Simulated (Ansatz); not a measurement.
**Al$_{7}$GaN$_{8}$: density, localisation and related maps**

```cif
data_structure
_symmetry_space_group_name_H-M 'P 1'
_symmetry_Int_Tables_number 1
_cell_length_a 6.2802
_cell_length_b 6.2802
_cell_length_c 5.0513
_cell_angle_alpha 90.000
_cell_angle_beta 90.000
_cell_angle_gamma 120.000
_cell_volume 172.53
loop_
_atom_site_label
_atom_site_type_symbol
_atom_site_fract_x
_atom_site_fract_y
_atom_site_fract_z
_atom_site_occupancy
Al1 Al 0.33381 0.16691 0.50278 1
Al2 Al 0.83309 0.16691 0.50278 1
Ga1 Ga 0.33333 0.66667 0.50172 1
Al3 Al 0.83309 0.66619 0.50278 1
Al4 Al 0.66667 0.33333 0.00340 1
Al5 Al 0.16575 0.33150 0.00290 1
Al6 Al 0.66850 0.83425 0.00290 1
Al7 Al 0.16575 0.83425 0.00290 1
N1 N 0.33379 0.16690 0.12340 1
N2 N 0.83310 0.16690 0.12340 1
N3 N 0.33333 0.66667 0.11041 1
N4 N 0.83310 0.66621 0.12340 1
N5 N 0.66667 0.33333 0.62266 1
N6 N 0.16266 0.32533 0.62486 1
N7 N 0.67467 0.83734 0.62486 1
N8 N 0.16266 0.83734 0.62486 1
```

Space group P3m1; a structure from a database of computed crystals, not necessarily the ambient phase.

These are results of DFT PBE, scalar-relativistic, plane waves, PAW (Ansatz), not measurements.

In a PAW calculation such maps are meaningful between the atoms, not at the nuclei.

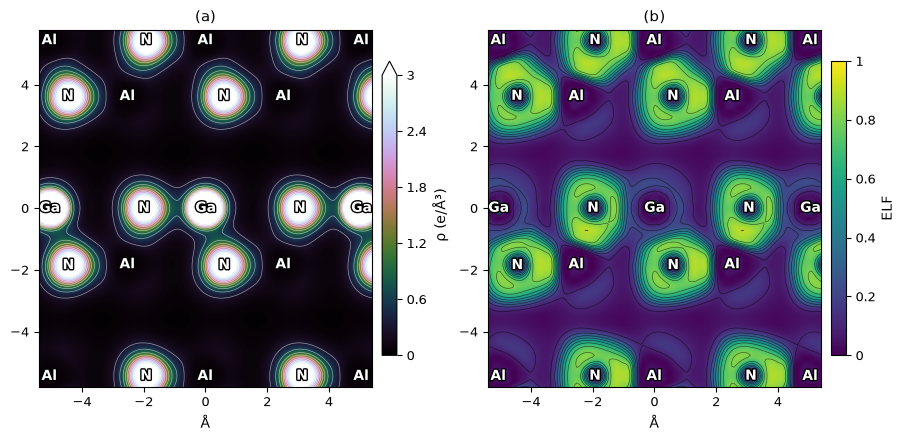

Figure 1. (a) valence electron density; (b) electron localisation function on the (110) plane of the conventional cell.

Describe what can be read from this map.

Answer. Atoms in the plane: Al, Ga and N. Al–N (1.92 Å): ρ is about 0.66 e/Å³ halfway; the ELF peaks at about 0.90 in the valence shell of N, 0.7 Å from its nucleus, and is about 0.85 at the midpoint. Ga–N (1.96 Å): the density is about 0.72 e/Å³ at the midpoint; the ELF peaks at about 0.85 in the valence shell of N, 0.7 Å from its nucleus, and is about 0.45 at the midpoint. Between the atoms the lowest density in this plane is 0.04 e/Å³.

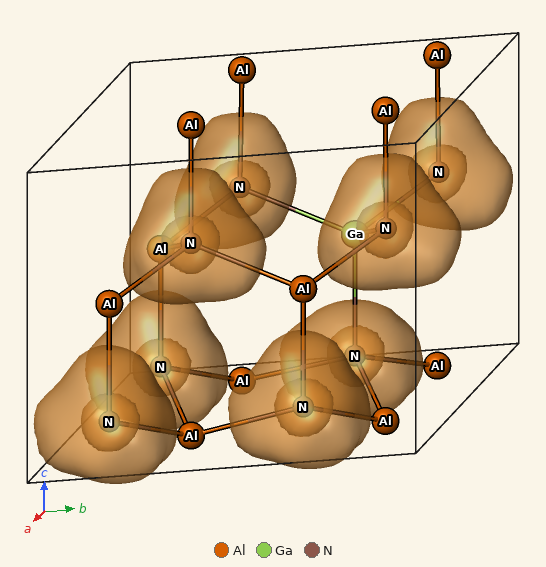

Figure 2. Isosurface of the electron localisation function at 0.7 (orange), seen at an oblique angle. Only the valence region is drawn (cores and ρ < 0.01 e/Å³ removed). Sticks mark near contacts.

What do the ELF domains correspond to?

Answer. At this value the surface marks out eight regions on N in which the atom's valence shell and bonds are merged, counted in one cell of 16 atoms. Any copies at cell faces, edges or corners count once. Along the contacts the grid gives the following. Al–N (1.90 Å): the ELF peaks at about 0.90 between the atoms (a polar covalent bond).

Metal or insulator at this level of theory?

Answer. It is gapped, with a Kohn–Sham gap of 3.7 eV on the k-point mesh (the band edges may lie off the mesh, which would make the gap smaller).
